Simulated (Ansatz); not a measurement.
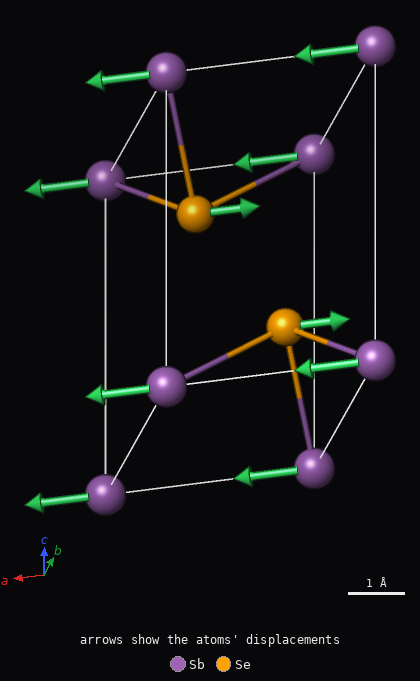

One vibrational mode of crystalline SbSe2 (a generated structure) at the zone centre. The green arrows are the displacements of the atoms (eigenvector over the root of the mass), of arbitrary overall length and sign. The picture is a ball-and-stick view of the cell of the calculation, seen from a free direction.

Computed with Ansatz, DFT PBE, scalar-relativistic, plane waves, PAW.

Input file:
```yaml
crystal:
  lattice:
    - [3.9019229168, 0.0, 0.0]
    - [-1.9509614584, 3.3791643696, 0.0]
    - [0.0, 0.0, 6.7057619352]
  atoms:
    - { symbol: Sb, position: [0.0, 0.0, 0.0] }
    - { symbol: Se, position: [0.6666666667, 0.3333333333, 0.751046733] }
    - { symbol: Se, position: [0.3333333333, 0.6666666667, 0.248953267] }
basis:
  ecutwfc: 420
kpoints:
  mp_grid: { grid: [12, 12, 8] }
hamiltonian:
  xc: pbe
scf:
  occupations: { method: fermi_dirac, width: 0.15 }
output:
  eigenvalues: true
phonons:
  method: dfpt
  eigenvectors: true
  qmesh: [2, 2, 1]
  temperatures: { t_max: 1000, t_step: 100 }
  qpath:
    path:
      - [[0.0, 0.0, 0.0], [0.5, 0.0, 0.0], [0.33333333, 0.33333333, 0.0], [0.0, 0.0, 0.0], [0.0, 0.0, 0.5], [0.5, 0.0, 0.5], [0.33333333, 0.33333333, 0.5], [0.0, 0.0, 0.5]]
      - [[0.5, 0.0, 0.5], [0.5, 0.0, 0.0]]
      - [[0.33333333, 0.33333333, 0.5], [0.33333333, 0.33333333, 0.0]]
    npoints: 8
```

Run as
```bash
ansatz run input.yaml --threads 1 --pin off --max-ram 2560MiB --backend cpu --events-out ev --progress --plain --runs-dir out
```

The frequencies depend somewhat on the k-mesh and the smearing.

What mode is this, and where does it lie in the spectrum?

Answer. This is the E_u mode (doubly degenerate; one member of the set is drawn) at 113 cm⁻¹, the lowest optical level, infrared-active by symmetry. The Sb sublattice moves against the Se sublattice, along a; the kinetic energy is shared as Sb 56 %, Se 44 %. The crystal is a metal, so free carriers screen the infrared response.
